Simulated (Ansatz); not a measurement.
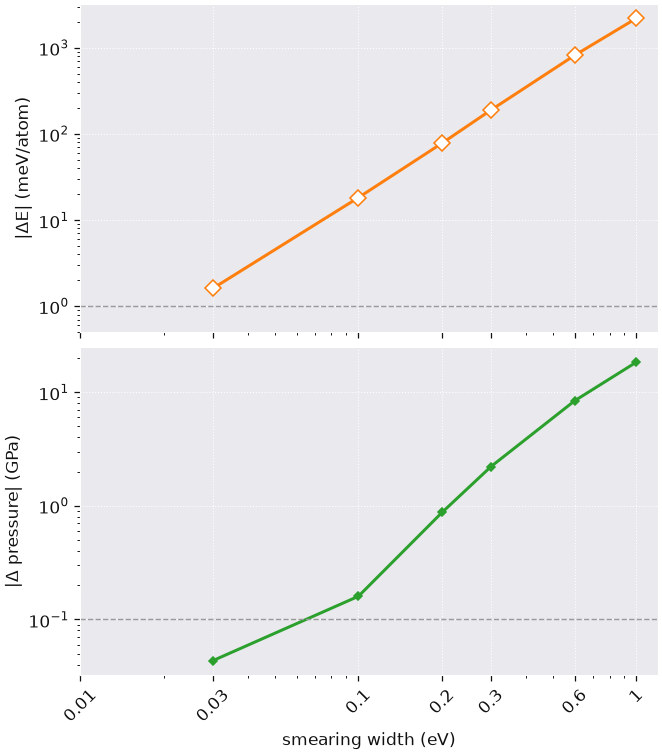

Scan of the smearing width.
The run: Ti (P6_3/mmc, 2 atoms in the cell), by DFT, LDA (PW92), plane waves (420 eV) with PAW, scalar-relativistic (Ansatz 0.2.0); 13×13×7 k-mesh, Fermi–Dirac smearing.
ΔE is the free energy less its value at the smallest setting, 0.01 eV.
Dashed lines or grey bands mark the tolerance: 1 meV/atom and 0.1 GPa.
On logarithmic panels, open markers lie below the reference value and filled ones above.

### From which setting is the free energy converged to 1 meV/atom?

The free energy at the last setting but one, 0.03 eV, is still more than 1 meV/atom from the smallest setting's value, so the scan doesn't show it converged. It is off by 2200 meV/atom at 1 eV, 78 meV/atom at 0.2 eV and 1.6 meV/atom at 0.03 eV (always below it). The free energy falls with the width because it holds the −TS term of the fractional occupations.

### And the pressure, to 0.1 GPa?

The pressure is within 0.1 GPa of the smallest setting's value from 0.03 eV down. It is off by 18 GPa at 1 eV, 2.2 GPa at 0.3 eV and 0.16 GPa at 0.1 eV (always above it).
